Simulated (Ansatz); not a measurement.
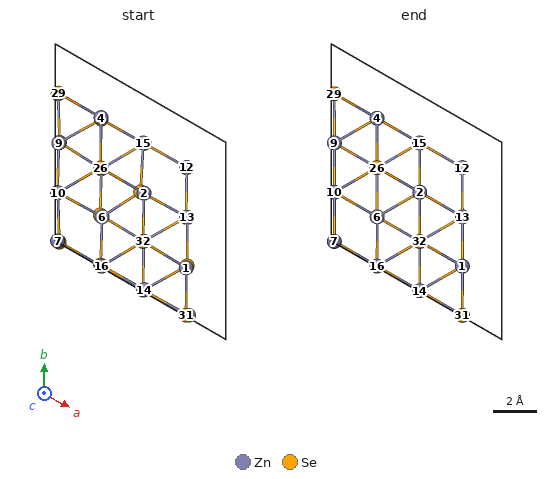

The structure of a crystal of ZnSe (set up in P1) before (left) and after (right) a relaxation, at one scale.

The picture is a ball-and-stick view of the cell of the calculation (origin shifted), seen along the c axis.

The calculation used Ansatz 0.2.0, DFT PBE, scalar-relativistic, plane waves, PAW.

Input file:
```yaml
crystal:
  lattice:
    - [-5.7317611755, 5.7317611755, -5.7317611755]
    - [-5.7317611755, -5.7317611755, 5.7317611755]
    - [5.7317611755, 5.7317611755, 5.7317611755]
  atoms:
    - { symbol: Zn, position: [0.7472517949, 0.7388122341, 0.495936227] }
    - { symbol: Zn, position: [0.5001337312, -0.0057012246, 0.4990289182] }
    - { symbol: Zn, position: [0.497365237, 0.749330426, 0.7457148513] }
    - { symbol: Zn, position: [0.2482928993, 0.2519770529, 0.4997165045] }
    - { symbol: Zn, position: [0.2502332435, -0.0066331962, 0.7407792461] }
    - { symbol: Zn, position: [0.2546269649, 0.7521831444, 0.0016841607] }
    - { symbol: Zn, position: [-0.0065581958, 0.4985343503, 0.4946529779] }
    - { symbol: Zn, position: [-0.0029842212, 0.2465222492, 0.7620839074] }
    - { symbol: Zn, position: [0.000613371, -0.0001923634, 0.0080790601] }
    - { symbol: Zn, position: [-0.0044880297, 0.7445769252, 0.2436707682] }
    - { symbol: Zn, position: [0.7604368569, 0.5049349758, 0.7566070613] }
    - { symbol: Zn, position: [0.7503097357, 0.25017983, 0.0039605082] }
    - { symbol: Zn, position: [0.7543245489, -0.0012256145, 0.2579318258] }
    - { symbol: Zn, position: [0.5019003173, 0.5058136665, 0.0003356768] }
    - { symbol: Zn, position: [0.4959335525, 0.2469310318, 0.2437741536] }
    - { symbol: Zn, position: [0.2509770518, 0.4993851482, 0.241536934] }
    - { symbol: Se, position: [0.0049209698, 0.0051067801, 0.7578114481] }
    - { symbol: Se, position: [0.7495279637, 0.2480084869, 0.7511046079] }
    - { symbol: Se, position: [0.7474020991, -0.0042277481, -0.0085602741] }
    - { symbol: Se, position: [0.4954513035, 0.4994771903, 0.7511696844] }
    - { symbol: Se, position: [0.5014231538, 0.2475621564, -0.0012407773] }
    - { symbol: Se, position: [0.4801008465, -0.0083555535, 0.2318289764] }
    - { symbol: Se, position: [0.2431171481, 0.755136302, 0.7464120427] }
    - { symbol: Se, position: [0.2456668397, 0.5024216595, -0.0055083668] }
    - { symbol: Se, position: [0.249359268, 0.2441424481, 0.2464661999] }
    - { symbol: Se, position: [0.2458891615, -0.0042523936, 0.4959316767] }
    - { symbol: Se, position: [-0.0070988082, 0.7444819666, -0.0055547535] }
    - { symbol: Se, position: [0.0031497863, 0.4974098488, 0.2526497213] }
    - { symbol: Se, position: [-0.0010968471, 0.2514684785, 0.4953200968] }
    - { symbol: Se, position: [0.7528375703, 0.7516855203, 0.2569537832] }
    - { symbol: Se, position: [0.7466393198, 0.4984317353, 0.4921732305] }
    - { symbol: Se, position: [0.4944209611, 0.7463799382, 0.4897810559] }
basis:
  ecutwfc: 420
  xc_grid: 2
kpoints:
  mp_grid: { grid: [2, 2, 2], shift: [0.5, 0.5, 0.5] }
hamiltonian:
  xc: pbe
scf:
  occupations: { method: gaussian, width: 0.02 }
output:
  forces: true
  stress: false
  eigenvalues: true
relax:
  adjacent_minimum: "off"
  f_tol: 0.03
  max_steps: 25
```

Launched with:
```bash
ansatz run input.yaml --threads 8 --pin off --max-ram 16384MiB --backend cpu --events-out ev --progress --plain --runs-dir out
```

### Describe what moved and what it gained.

The atom that moves furthest is Se22 (0.17 Å roughly along [3 1 3]). By element the largest moves are Se 0.17 Å, Zn 0.14 Å. The cell doesn't change. Some distances before and after: Zn8–Se29 2.671 → 2.483 Å, Zn6–Se22 2.303 → 2.479 Å, Zn13–Se22 2.622 → 2.483 Å, Zn13–Se19 2.613 → 2.482 Å. Among the angles between lasting bonds that change: Zn2–Se22–Zn13 101.0° → 109.5°, Zn6–Se22–Zn15 115.2° → 109.3°, Se19–Zn13–Se22 103.7° → 109.3°. The space group stays P1 (No. 1). After 2 accepted moves (3 points after the start) the energy has fallen by 19.1 meV per atom. The largest force component goes from 1.5 to 0.01 eV/Å. 1 step only repeated the SCF at the same geometry. Cost: 95 s on 8 threads of Arm Neoverse V1, on a shared host, peak memory 3.9 GiB.
